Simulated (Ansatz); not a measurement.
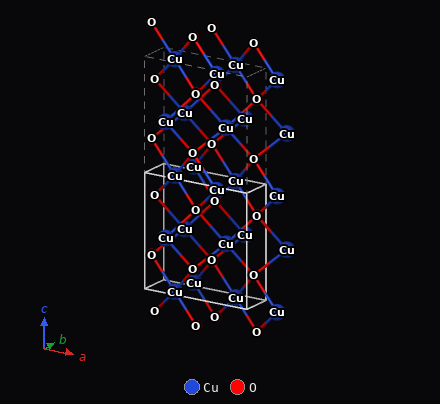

CuO (space group Cc, No. 9). Coordinates: the input geometry of an electronic-structure calculation (not necessarily at equilibrium).

Bonds are taken as Cu–O below 2.3 Å; no other contact counts. The graph is simplified in the usual way: terminal and isolated atoms are pruned, two-connected atoms become edges.

### What kind of net remains, and which atoms are its nodes?

A binodal (4,4)-connected, three-periodic net: O is a 4-connected node; Cu is a 4-connected node, in the ratio 1:1.

### Which named net is it?

It is the pts net, known from cooperite, PtS.

### Is the net interpenetrated?

It is a single net, without interpenetration.

### How many nodes does the smallest cycle have?

Four.

The simplified net, drawn on the atoms' positions. Nodes are coloured by element. Short stubs are edges that leave the cut-out.

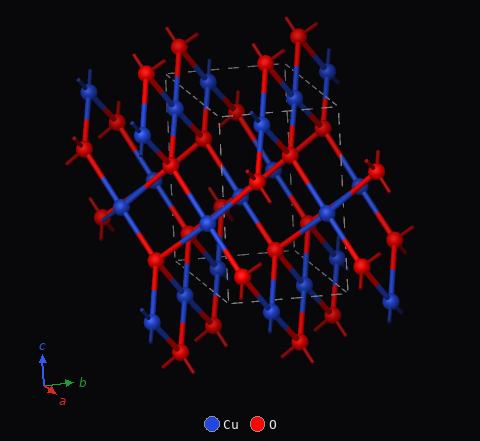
